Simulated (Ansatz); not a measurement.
**Run report: AlRu, geometry relaxation (part 2 of 3)**

Continued. System: AlRu (slab, 32 atoms in the cell). Method: DFT PBE+D3(BJ), scalar-relativistic, plane waves, PAW, no spin polarisation (Ansatz 0.2.0); cutoff 420 eV, 5×4×1 k-mesh, Gaussian smearing of 0.1 eV. The structure derives from an entry of the Crystallography Open Database. The input holds or restrains some coordinates. Forces given for the steps count only the free coordinates. It belongs to a series of runs on one base structure; here: clean slab, lower half held.

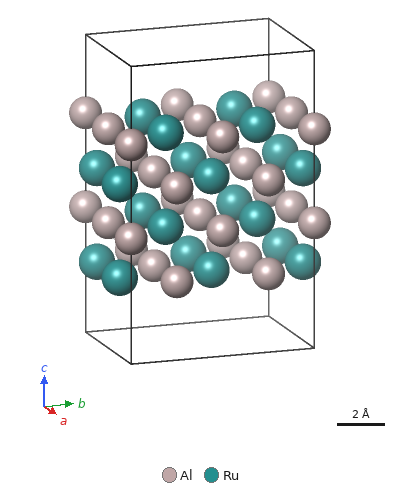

*The geometry at step 3 of the log (spheres-only view of the cell of the calculation, with the vacuum cut short, seen slightly off an axis).*

**Log, continued**
```
SCF iter   1: F=—  HF=-102677.845125 eV  |F-HF|=—  |Δ(HF+E_count)|=         —  Δρ=1.43e-3  dr2=7.99e-2  ethr=2.62e-5  p=-0.000 e·Å  D=-6.77e-7 V/Å  ΔV_dip=0.00 eV  dr2_dipole=1.84e-2  V_vac-E_F(+/−)=4.71/4.71 eV  ⟨swp⟩=1.2  Hψ=3917  notcnv=0  defer=157
efield: sawtooth ramp at fractional position 0.9800 (handed on by an earlier solve), width 0.0400; the density the first Hamiltonian is built on has a dipole p = -0.000 e·Å; the dipole correction subtracts the counter field D = -6.77e-7 V/Å, which shifts the + side's vacuum level by +0.00 eV against the − side's; the planar-averaged density in the ramp window peaks in size at 1.3e-6 e/Å³
preconditioner: auto → LDOS  [metal: Δε(μ)=0.024 eV  Ē_g=5.022 eV  σ=0.100 eV  W_gap=0.13  n_scr=196 (ndim 8)  ℏωp=14.4 eV  f_vac=0.556  D(μ)=32.41/eV (n_scr^D=206)  β→1.0]
SCF iter   2: F=—  HF=-102677.843034 eV  |F-HF|=—  |Δ(HF+E_count)|=   2.09e-3  Δρ=5.34e-4  dr2=5.67e-3  ethr=2.62e-5  p=0.000 e·Å  D=3.98e-5 V/Å  ΔV_dip=-0.00 eV  dr2_dipole=8.28e-5  V_vac-E_F(+/−)=4.71/4.71 eV  ⟨swp⟩=2.0  Hψ=2116  notcnv=0  defer=157
SCF iter   3: F=—  HF=-102677.843271 eV  |F-HF|=—  |Δ(HF+E_count)|=   2.37e-4  Δρ=3.78e-4  dr2=5.87e-3  ethr=1.87e-6  p=0.000 e·Å  D=7.56e-5 V/Å  ΔV_dip=-0.00 eV  dr2_dipole=4.20e-6  V_vac-E_F(+/−)=4.70/4.71 eV  ⟨swp⟩=3.0  Hψ=3420  notcnv=0  defer=157
SCF iter   4: F=—  HF=-102677.842105 eV  |F-HF|=—  |Δ(HF+E_count)|=   1.17e-3  Δρ=9.91e-5  dr2=2.02e-4  ethr=1.87e-6  p=-0.000 e·Å  D=-6.34e-7 V/Å  ΔV_dip=0.00 eV  dr2_dipole=1.65e-6  V_vac-E_F(+/−)=4.71/4.71 eV  ⟨swp⟩=2.3  Hψ=2487  notcnv=0  defer=157
SCF iter   5: F=—  HF=-102677.842002 eV  |F-HF|=—  |Δ(HF+E_count)|=   1.02e-4  Δρ=2.72e-5  dr2=2.91e-5  ethr=6.65e-8  p=-0.000 e·Å  D=-2.98e-5 V/Å  ΔV_dip=0.00 eV  dr2_dipole=2.00e-7  V_vac-E_F(+/−)=4.71/4.71 eV  ⟨swp⟩=2.2  Hψ=2673  notcnv=0  defer=157
SCF iter   6: F=-102677.842014 eV  HF=-102677.842015 eV  |F-HF|=6.50e-7  |Δ(HF+E_count)|=   1.24e-5  Δρ=8.49e-6  dr2=1.91e-6  ethr=9.07e-10  p=-0.000 e·Å  D=-4.43e-5 V/Å  ΔV_dip=0.00 eV  dr2_dipole=3.69e-7  V_vac-E_F(+/−)=4.71/4.71 eV  ⟨swp⟩=20.7  Hψ=17481  notcnv=0
SCF 2 converged in 6 iterations: F = -102677.842014 eV  dr2 = 1.91e-6
relax step   2: F+E_penalty+E_count = -102677.84201416 eV  Δ(F+E_penalty+E_count) = -7.666e-3 eV  max|allowed force component| = 2.263e-2 eV/Å  Δτ_max = 0.0194 Å  (6 SCF iters, dr2 threshold 2.76e-6 eV, accepted)
iter 1 solved again at ethr=6.97e-10 eV; its pass at ethr=3.10e-3 eV (dr2=2.12e-6 eV) is discarded
SCF iter   1: F=—  HF=-102677.841491 eV  |F-HF|=—  |Δ(HF+E_count)|=         —  Δρ=9.27e-6  dr2=2.13e-6  ethr=6.97e-10  p=-0.000 e·Å  D=-4.43e-5 V/Å  ΔV_dip=0.00 eV  dr2_dipole=3.76e-7  V_vac-E_F(+/−)=4.71/4.71 eV  ⟨swp⟩=1.0  Hψ=3888  notcnv=0
efield: sawtooth ramp at fractional position 0.9800 (handed on by an earlier solve), width 0.0400; the density the first Hamiltonian is built on has a dipole p = -0.000 e·Å; the dipole correction subtracts the counter field D = -4.43e-5 V/Å, which shifts the + side's vacuum level by +0.00 eV against the − side's; the planar-averaged density in the ramp window peaks in size at 1.3e-6 e/Å³
preconditioner: auto → LDOS  [metal: Δε(μ)=0.023 eV  Ē_g=5.020 eV  σ=0.100 eV  W_gap=0.13  n_scr=196 (ndim 8)  ℏωp=14.4 eV  f_vac=0.556  D(μ)=32.33/eV (n_scr^D=200)  β→1.0]
SCF iter   2: F=—  HF=-102677.842016 eV  |F-HF|=—  |Δ(HF+E_count)|=   5.25e-4  Δρ=8.11e-6  dr2=1.58e-6  ethr=6.97e-10  p=-0.000 e·Å  D=-5.68e-5 V/Å  ΔV_dip=0.00 eV  dr2_dipole=6.69e-8  V_vac-E_F(+/−)=4.71/4.71 eV  ⟨swp⟩=2.0  Hψ=2621  notcnv=0
SCF iter   3: F=—  HF=-102677.842016 eV  |F-HF|=—  |Δ(HF+E_count)|=   1.58e-7  Δρ=2.27e-6  dr2=1.21e-7  ethr=5.21e-10  p=-0.000 e·Å  D=-5.11e-5 V/Å  ΔV_dip=0.00 eV  dr2_dipole=5.38e-9  V_vac-E_F(+/−)=4.71/4.71 eV  ⟨swp⟩=2.4  Hψ=2304  notcnv=0
SCF iter   4: F=-102677.842016 eV  HF=-102677.842016 eV  |F-HF|=4.15e-8  |Δ(HF+E_count)|=   1.02e-7  Δρ=8.91e-7  dr2=2.76e-8  ethr=3.29e-11  p=-0.000 e·Å  D=-5.17e-5 V/Å  ΔV_dip=0.00 eV  dr2_dipole=6.46e-10  V_vac-E_F(+/−)=4.71/4.71 eV  ⟨swp⟩=13.7  Hψ=12836  notcnv=0
SCF 3 converged in 4 iterations: F = -102677.842016 eV  dr2 = 2.76e-8
relax step   3: F+E_penalty+E_count = -102677.84201596 eV  Δ(F+E_penalty+E_count) = -1.796e-6 eV  max|allowed force component| = 2.258e-2 eV/Å  Δτ_max = 0.0000 Å  (4 SCF iters, accepted)
WARN: The output density's exchange-correlation potential varies sharply where the density is thin. Do not read a vacuum level from v_tot or v_xc, or from such a field of the output density. On a cell that repeats whose density bears no net charge and no dipole along the vacuum's axis use v_es (v_loc + v_h of the components); under efield.dipole_correction with no amplitude use v_es + v_field, which holds any external_charges[].barrier, or the levels of the report's work_function block, which leave it out; under a non-zero efield.amplitude the vacuum is tilted and has no level; on a cell that repeats and bears such a dipole with no correction it is tilted too, and efield.dipole_correction with no amplitude gives each side of its ramp a level where efield: is served; in a cell that repeats whose density bears a net charge (total_charge, or a fill off its count) it is curved and has none; of a slab under crystal.periodic whose density bears no net charge use v_es, which has a level on each side, short of where the two are joined; of another it falls or rises all the way out and has none; of a slab beside external_charges read slab_vacuum_level instead, which it has where they leave it neutral. The grid or the basis barely resolves most such structure, and the values can differ between equally converged runs; as a rule a tighter scf.convergence.dr2_threshold does not remove it. Where the density itself ripples (under the LDA too) a higher basis.ecutwfc lessens it. The files hold the spikes' plane waves up to the density's cutoff. Files: v_tot_of_output_density and the like, and their columns of v_z.tsv (output.write_potential); v_xc_of_output_density and the like, and their columns of v_comp_z.tsv (output.write_potential_components). Measured: with its Gaussian average of σ = 0.25 Å subtracted twice, the exchange-correlation potential is over 0.1 eV at 56 of the grid points where the equally averaged density (valence and model cores) is under 1e-3 e/Å³, and 0.159 eV at the most among them, at an averaged density of 8.3e-9 e/Å³. The input density's (outcome.potential() and, of a run that writes arrays, v_tot and v_xc) is over 0.1 eV, so measured, at 12 points of its own thin density, 0.110 eV at the most. See output.write_potential in the manual, Limitations
SCF converged after 4 iterations
Free energy (F): -102677.842016 eV
Harris-Foulkes:  -102677.842016 eV  (|F-HF|=4.15e-8)
Internal energy: -102677.680367 eV  (E = F + TS)
E sigma→0 (E₀):  -102677.761191 eV
Entropy (-TS):   -0.161649 eV (-5.052 meV/atom)
Fermi energy:    3.041740 eV
Dipole field:    D = -0.000066 V/Å  (p = -0.000424 e·Å, saw-weighted, corrected)
Work function:   Φ+ = 4.7080 eV   Φ− = 4.7065 eV
Levels:          The Fermi level and band energies are counted from a zero that moves with the ramp; work functions are not
--- Per-component energies (eV) ---
  E_band       = -5868.542683
  E_kinetic    = 8668.359912
  E_local      = -300090.602169  (includes V_loc(G=0)·N_el)
  E_nonlocal   = 5685.558588
  E_hartree    = 143903.350111
  E_xc         = -3695.598409
  E_vxc        = -4303.876707  (∫ρ·V_xc dr)
  E_paw        = -62870.195356  (= ΣΔE_a)
  E_vpaw       = -3634.655187  (= ΣTr[D̂ρ^β])
  E_aug_tail   = -0.002868  (compensation charges beyond the density's cutoff)
  E_efield     = 0.000000  (sawtooth field / dipole correction)
  E_vefield    = -0.000126  (∫n·V_field dr)
  E_ewald      = 105733.655546
  E_disp       = -12.205722  (pairwise vdW)
  E_smearing   = -0.161649  (= −TS)
  E_closure    = 0.000000  (closes the sum)
  Σ components = -102677.842016   (vs F -102677.842016, Δ=0.00e0)
--- Forces (eV/Å), atoms counted from 1 ---
  atom   1  Al     0.00000000     0.00000000    -0.06716561
  atom   2  Al     0.00000000     0.00000000    -0.06716561
  atom   3  Al     0.00000000     0.00000000    -0.06716561
  atom   4  Al    -0.00000000     0.00000000    -0.06716561
  atom   5  Ru    -0.00000000     0.00000000    -0.02667290
  atom   6  Ru     0.00000000     0.00000000    -0.02667290
  atom   7  Ru     0.00000000     0.00000000    -0.02667290
  atom   8  Ru    -0.00000000     0.00000000    -0.02667290
  atom   9  Al    -0.00000000     0.00000000    -0.04158981
  atom  10  Al    -0.00000000     0.00000000    -0.04158981
  atom  11  Al     0.00000000     0.00000000    -0.04158981
  atom  12  Al     0.00000000     0.00000000    -0.04158981
  atom  13  Ru     0.00000000     0.00000000     0.11858794
  atom  14  Ru     0.00000000     0.00000000     0.11858794
  atom  15  Ru    -0.00000000     0.00000000     0.11858794
  atom  16  Ru     0.00000000     0.00000000     0.11858794
  atom  17  Al    -0.00000000     0.00000000     0.01852700
  atom  18  Al    -0.00000000     0.00000000     0.01852700
  atom  19  Al    -0.00000000     0.00000000     0.01852700
  atom  20  Al     0.00000000     0.00000000     0.01852700
  atom  21  Ru    -0.00000000     0.00000000    -0.00047894
  atom  22  Ru     0.00000000     0.00000000    -0.00047894
  atom  23  Ru    -0.00000000     0.00000000    -0.00047894
  atom  24  Ru     0.00000000     0.00000000    -0.00047894
  atom  25  Al    -0.00000000     0.00000000     0.02136267
  atom  26  Al    -0.00000000     0.00000000     0.02136267
  atom  27  Al    -0.00000000     0.00000000     0.02136267
  atom  28  Al    -0.00000000     0.00000000     0.02136267
  atom  29  Ru    -0.00000000     0.00000000    -0.02257821
  atom  30  Ru    -0.00000000     0.00000000    -0.02257821
  atom  31  Ru     0.00000000     0.00000000    -0.02257821
  atom  32  Ru    -0.00000000     0.00000000    -0.02257821
  max |Σ_I F_I| component: 3.14e-5 eV/Å
--- Band table (eV; the first three rows and the last of 9) ---
  k-point 0: bands = ["-68.8524", "-68.8448", "-68.8408", "-68.8355", "-68.8342", "-68.8282", "-68.8242", "-68.8176", "-68.6698", "-68.6695", "-68.6678", "-68.6676", "-68.6535", "-68.6531", "-68.6516", "-68.6512", "-39.0247", "-39.0108", "-39.0065", "-38.9968", "-38.9854", "-38.9844", "-38.9680", "-38.9624", "-38.9587", "-38.9577", "-38.9447", "-38.9381", "-38.8704", "-38.8687", "-38.8663", "-38.8660", "-38.8545", "-38.8545", "-38.8515", "-38.8515", "-38.8478", "-38.8477", "-38.8439", "-38.8436",
      "-38.8043", "-38.7957", "-38.7914", "-38.7838", "-38.7248", "-38.7162", "-38.7150", "-38.7149", "-38.7041", "-38.6965", "-38.6951", "-38.6951", "-38.6558", "-38.6537", "-38.6513", "-38.6512", "-38.6470", "-38.6462", "-38.6440", "-38.6433", "-38.6349", "-38.6312", "-38.6306", "-38.6288", "-6.3004", "-5.0287", "-4.1724", "-4.1718", "-3.4955", "-2.9932", "-2.9903", "-2.9720", "-2.9237", "-2.9181", "-2.5400", "-2.4222", "-2.4138", "-2.2180", "-2.2067", "-2.0298",
      "-1.5870", "-1.5821", "-1.4897", "-1.3956", "-1.2077", "-0.6932", "-0.6857", "-0.6145", "-0.5436", "-0.5420", "-0.5268", "-0.5254", "-0.5247", "-0.4643", "-0.2098", "0.1111", "0.1574", "0.1598", "0.1776", "0.2754", "0.2808", "0.2867", "0.2888", "0.2926", "0.4326", "0.5236", "0.5243", "0.7137", "0.8563", "1.0213", "1.0627", "1.3194", "1.3227", "1.3305", "1.4198", "1.4200", "1.4558", "1.4571", "1.4831", "1.4837",
      "1.4910", "1.5516", "1.5524", "1.6528", "1.6544", "1.6751", "1.8751", "1.9147", "2.1655", "2.1680", "2.1694", "2.2338", "2.2919", "2.3058", "2.3301", "2.3304", "2.3663", "2.4243", "2.5929", "2.5995", "2.6090", "2.6486", "2.6600", "2.6701", "2.8177", "2.9123", "2.9383", "2.9497", "2.9540", "3.0814", "3.1066", "3.2011", "3.2102", "3.2949", "3.3621", "3.3639", "3.6112", "3.6174", "3.6608", "3.6656",
      "3.7963", "3.9965", "4.1768", "4.3527", "4.3580", "5.1892", "5.1920", "5.3406", "5.5026", "5.5374", "5.5629", "5.6780", "5.6934", "5.8808", "6.4782", "6.4850", "6.5564", "6.6830", "6.6888", "6.9063", "6.9396", "7.2978", "7.3586", "7.3988"]
  k-point 1: bands = ["-68.8517", "-68.8468", "-68.8389", "-68.8348", "-68.8348", "-68.8301", "-68.8224", "-68.8182", "-68.6697", "-68.6695", "-68.6678", "-68.6676", "-68.6535", "-68.6532", "-68.6515", "-68.6513", "-39.0234", "-39.0147", "-39.0032", "-38.9976", "-38.9852", "-38.9790", "-38.9719", "-38.9646", "-38.9588", "-38.9529", "-38.9479", "-38.9401", "-38.8707", "-38.8705", "-38.8674", "-38.8623", "-38.8545", "-38.8545", "-38.8515", "-38.8515", "-38.8492", "-38.8484", "-38.8450", "-38.8400",
      "-38.8035", "-38.7980", "-38.7892", "-38.7844", "-38.7209", "-38.7199", "-38.7183", "-38.7112", "-38.7006", "-38.6999", "-38.6986", "-38.6916", "-38.6559", "-38.6547", "-38.6520", "-38.6498", "-38.6469", "-38.6463", "-38.6439", "-38.6434", "-38.6336", "-38.6334", "-38.6310", "-38.6278", "-6.1518", "-5.0319", "-4.8869", "-3.8365", "-3.3534", "-3.2620", "-2.8882", "-2.8782", "-2.8564", "-2.6064", "-2.5082", "-2.3677", "-2.2629", "-2.2401", "-2.0713", "-2.0540",
      "-2.0436", "-1.5693", "-1.2650", "-1.2134", "-1.1461", "-1.0703", "-0.7867", "-0.7443", "-0.7330", "-0.6588", "-0.5379", "-0.4905", "-0.4755", "-0.3557", "-0.2628", "-0.2430", "-0.2084", "0.0651", "0.1747", "0.2238", "0.2979", "0.3353", "0.4840", "0.5054", "0.5602", "0.5736", "0.6932", "0.8027", "0.9062", "0.9605", "1.0132", "1.1503", "1.1645", "1.2065", "1.3670", "1.4532", "1.4707", "1.5326", "1.5404", "1.5916",
      "1.5936", "1.5941", "1.6739", "1.8180", "1.8182", "1.8348", "1.8429", "1.9814", "2.0261", "2.1445", "2.1491", "2.1885", "2.2136", "2.2589", "2.2601", "2.2917", "2.3539", "2.3775", "2.3906", "2.5513", "2.6222", "2.7076", "2.7701", "2.8206", "2.8245", "2.8939", "3.0677", "3.0911", "3.1785", "3.2044", "3.2192", "3.2400", "3.2661", "3.2816", "3.3534", "3.3800", "3.4376", "3.4759", "3.5882", "3.6824",
      "3.8042", "4.2259", "4.2619", "4.2630", "4.6995", "5.1980", "5.2265", "5.3027", "5.3030", "5.4349", "5.4355", "5.4782", "5.6871", "5.7587", "6.0799", "6.2778", "6.2999", "6.9118", "6.9528", "6.9897", "7.3853", "7.4280", "7.5159", "7.6979"]
```
